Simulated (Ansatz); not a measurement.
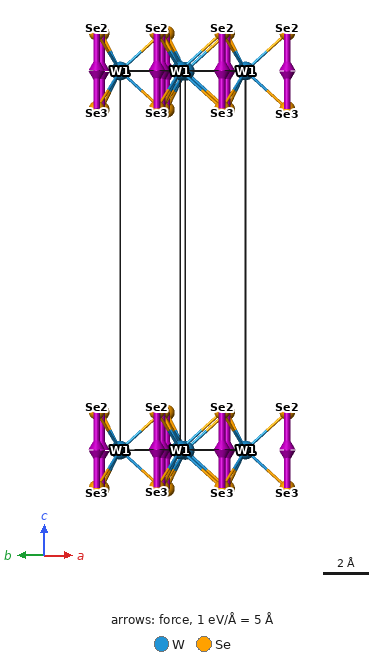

Starting geometry of a crystal of WSe2 (set up in P-6m2) with the computed forces as purple arrows. Style: ball-and-stick. Shown: the cell of the calculation, from a free direction.

Case: uniaxial strain along c of +2.0 %; a, b and atoms relaxed.

The calculation used Ansatz 0.2.0, DFT PBEsol, scalar-relativistic, plane waves, PAW.

Input file:
```yaml
crystal:
  lattice:
    - [3.2539014151, 0.0, 0.0]
    - [-1.6269507075, 2.8179612868, 0.0]
    - [0.0, 0.0, 16.9944413101]
  atoms:
    - { symbol: W, position: [0.0, 0.0, 0.0] }
    - { symbol: Se, position: [0.3333333333, 0.6666666667, 0.1003992721] }
    - { symbol: Se, position: [0.3333333333, 0.6666666667, 0.8996007279] }
basis:
  ecutwfc: 420
kpoints:
  mp_grid: { grid: [12, 12, 2] }
hamiltonian:
  xc: pbesol
scf:
  occupations: { method: gaussian, width: 0.02 }
output:
  forces: true
  stress: true
  eigenvalues: true
relax:
  adjacent_minimum: "off"
  f_tol: 0.008
  max_steps: 40
  cell: { stress_tol: 0.015, fix: [c, angles] }
```

Launched with:
```bash
ansatz run input.yaml --threads 1 --pin off --max-ram 2560MiB --backend cpu --events-out ev --progress --plain --runs-dir out
```

**What follows when this structure is relaxed?**

It isn't relaxed: the largest force vector, on Se atoms, is 0.47 eV/Å. The atoms end up moving mostly along the starting forces (cosine between the two patterns 1.00). The largest moves relative to the cell, 0.034 Å, are those of Se2 and Se3. Se2 goes along −c. W stays in place. The drawn cell changes as follows: a = b 3.254 → 3.270 Å (+0.5 %), c unchanged at 16.994 Å; the volume changes by +1.0 %. Among the contacts that change: W1–Se2 2.538 → 2.522 Å. The space group stays P-6m2 (No. 187). The energy falls by 5.1 meV per atom in 2 accepted moves (4 points after the start). Largest force component: 0.47 eV/Å at the start, 0.0011 eV/Å at the end. The pressure goes from −0.65 to 0.00 GPa. The line search rejected the trial step at point 1 of the run. At 1 point the geometry stayed and the basis and grid were re-selected for the new cell (energy shift of less than 0.05 meV per atom at most each time).
